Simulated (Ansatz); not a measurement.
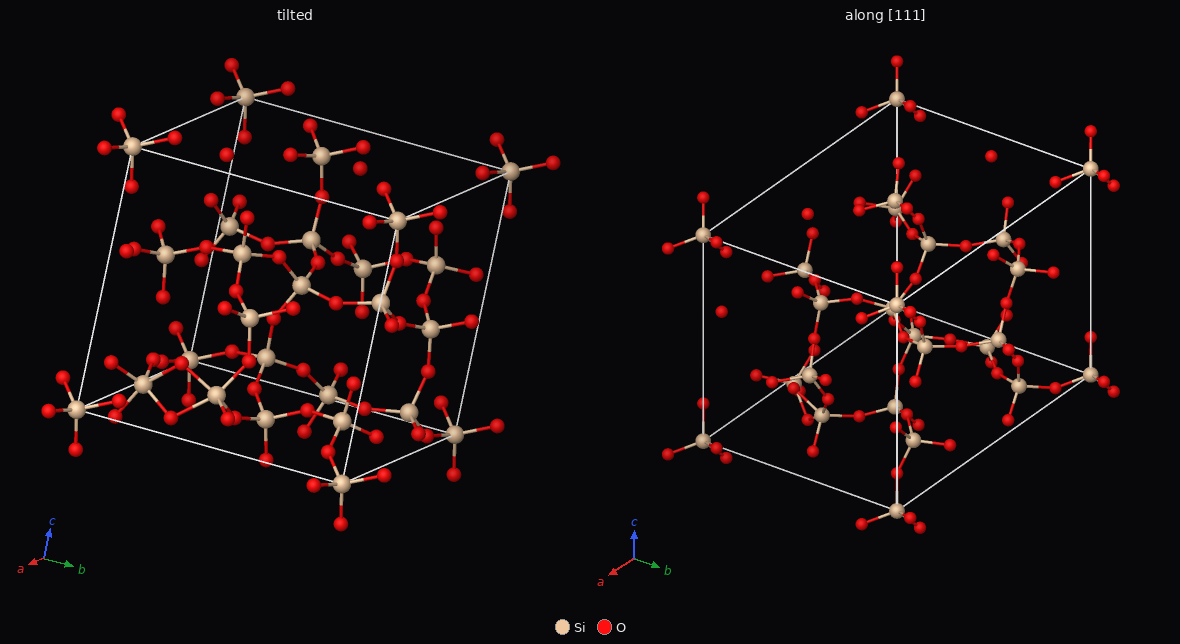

The image is a ball-and-stick drawing of a crystal, viewed slightly off an axis and along [111]. Lines trace the edges of the simulation cell. A few atoms beyond the faces are included. Cell: a = 10.103 Å, b = 10.103 Å, c = 10.103 Å, α = 90.72°, β = 119.58°, γ = 119.58°.

- It has the composition Si16O33.
- The atoms as placed leave only P1.
- It has 49 atoms to the cell (16 Si, 33 O).
- Each O has two Si at about 1.6 to 1.9 Å.
- The bonds build a three-dimensional framework.

Provenance: a structure listed in the Materials Project, repeated into a supercell with a point defect put in. The atoms were relaxed in a fixed cell with DFT PBE, scalar-relativistic, plane waves, PAW (Ansatz 0.2.0).
